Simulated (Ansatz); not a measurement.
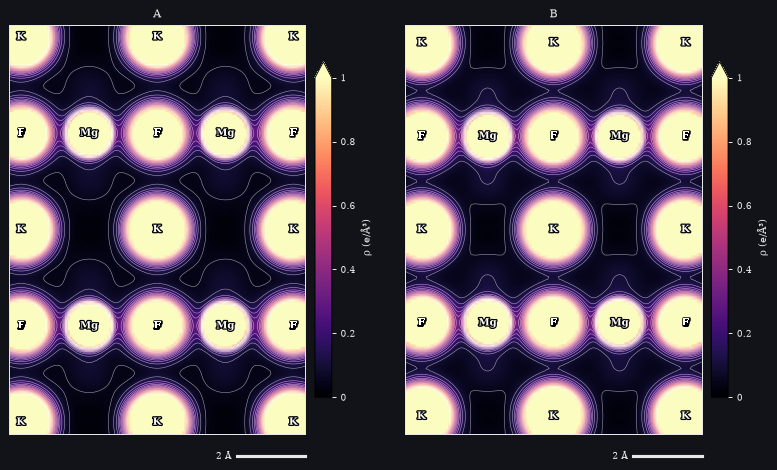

KMgF₃. The valence charge density (pseudo) of two cells that differ in size, on the (011̄) plane of each (indices in the axes of the calculation cell), at one length scale and on one colour scale; one has 11.6 and the other 12.7 Å³ an atom.

All numbers below come from Ansatz 0.2.0, DFT PBEsol, scalar-relativistic, plane waves, PAW.

Core electrons are frozen (PAW), and the valence fields are smoothed inside the atomic spheres.

Which panel shows the smaller cell, and what does the compression change?

Answer. Panel B is the smaller cell, by 9 % in volume. From the larger cell to the smaller, K–F goes from 2.82 to 2.73 Å, and the density at its midpoint from 0.08 to 0.1 e/Å³; Mg–F goes from 2.00 to 1.93 Å, and the density at its midpoint from 0.34 to 0.4 e/Å³; the pressure goes from 0.0 to 8 GPa; the Kohn–Sham gap goes from 7.1 eV to 7.9 eV.
